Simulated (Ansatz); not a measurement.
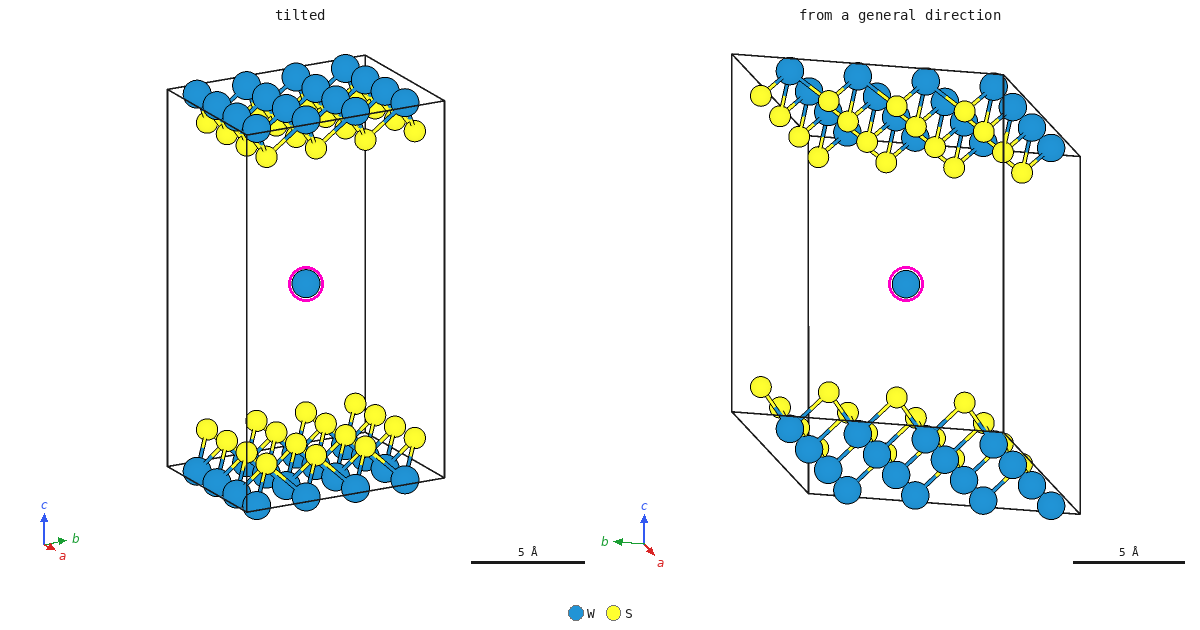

Structure drawing (ball-and-stick), viewed slightly off an axis and from a general direction. One supercell is framed, with atoms on its boundary repeated. The host is WS2, in a cell of 48 sites, and the cell carries a charge of +2. A ring marks the defect's site.

Name the defect and give its surroundings.

Answer. An interstitial tungsten atom. It is bonded to no bonds drawn. Not all metal-metal contacts are counted.

The atoms were relaxed in the host's cell with DFT PBE+D3(BJ), scalar-relativistic, plane waves, PAW in Ansatz.
